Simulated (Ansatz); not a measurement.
Consider SnSe2.

The calculation's input:

```
crystal:
  lattice:
    - [3.8109987816, 0.0, 0.0]
    - [-1.9054993908, 3.3004217586, 0.0]
    - [0.0, 0.0, 6.137]
  atoms:
    - { symbol: Sn, position: [0.0, 0.0, 0.0] }
    - { symbol: Se, position: [0.2894332246, 0.6345295566, 0.25] }
    - { symbol: Se, position: [0.6666666667, 0.3333333333, 0.75] }
basis:
  ecutwfc: 420
kpoints:
  mp_grid: { grid: [12, 12, 6] }
hamiltonian:
  xc: pbe
scf:
  occupations: { method: gaussian, width: 0.05 }
output:
  forces: true
  stress: true
  eigenvalues: true
  write_density: true
  write_potential: true
  elf: true
  volumetric_format: npy
```

Run with:

```sh
ansatz run input.yaml --threads 1 --pin off --max-ram 2560MiB --backend cpu --events-out ev --progress --plain --runs-dir out
```

Below, planes, directions and counts refer to the conventional cell (a = 3.81 Å, b = 3.81 Å, c = 6.14 Å, α = 90.00°, β = 90.00°, γ = 120.00°).

Space group P1; changed on purpose from its base cell (atom 2 (Se) moved by (-0.150, +0.000) A along [1 1 0] and z); not relaxed (largest force 1.0 eV/Å); computed pressure about 6 GPa in this cell.

Level of theory: DFT PBE, scalar-relativistic, plane waves, PAW in Ansatz.

Q: What will maps of the valence pseudo-density and electron localisation function show?

A: Sn–Se (2.60 Å): the density is about 0.47 e/Å³ at the midpoint; the ELF is about 0.60 at the midpoint.
Sn–Se (2.65 Å): ρ is about 0.43 e/Å³ halfway; the ELF is about 0.60 at the midpoint.

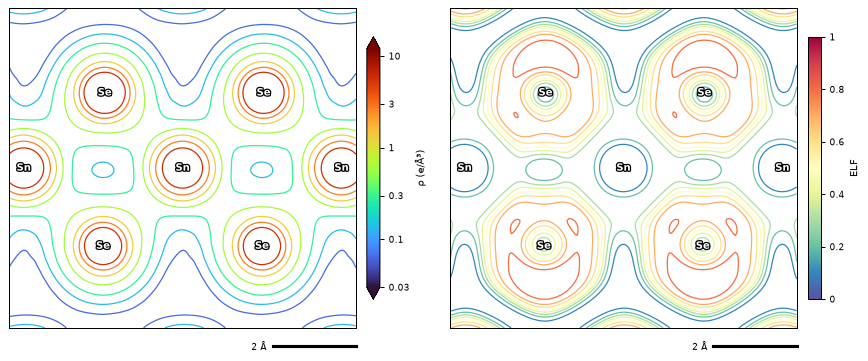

Computed valence pseudo-density and electron localisation function on the (011̄) plane of the conventional cell, in this order. 

The density is the valence pseudo-density of a PAW calculation; it isn't the true density close to the nuclei.
